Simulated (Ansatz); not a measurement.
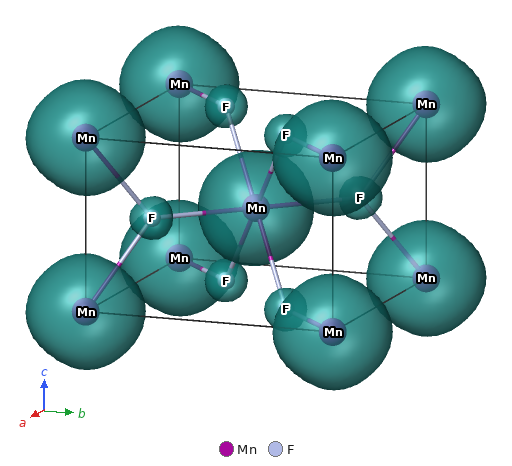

The picture shows: MnF₂. Isosurfaces of the spin density at +0.1 (teal) and −0.1 e/Å³ (pink), seen slightly off an axis. Sticks mark near contacts.

Space group P4₂/mnm; the SCF solution may not be the lowest one; the program warned that another magnetic order may lie lower; spin-polarised.

Method: DFT PBE, scalar-relativistic, plane waves, PAW (Ansatz 0.2.0).

In a PAW calculation such maps are meaningful between the atoms, not at the nuclei.

### Which atoms carry the moments, and with what signs?

The spin density sits on Mn: +4.2 μB (×2) in one cell of 6 atoms, with smaller moments on other sites: F (up to +0.10 μB): parallel moments (a ferromagnetic arrangement) in this solution. The cell of the calculation (6 atoms) carries 10.0 μB of net spin moment. Only one sign reaches the isovalue.
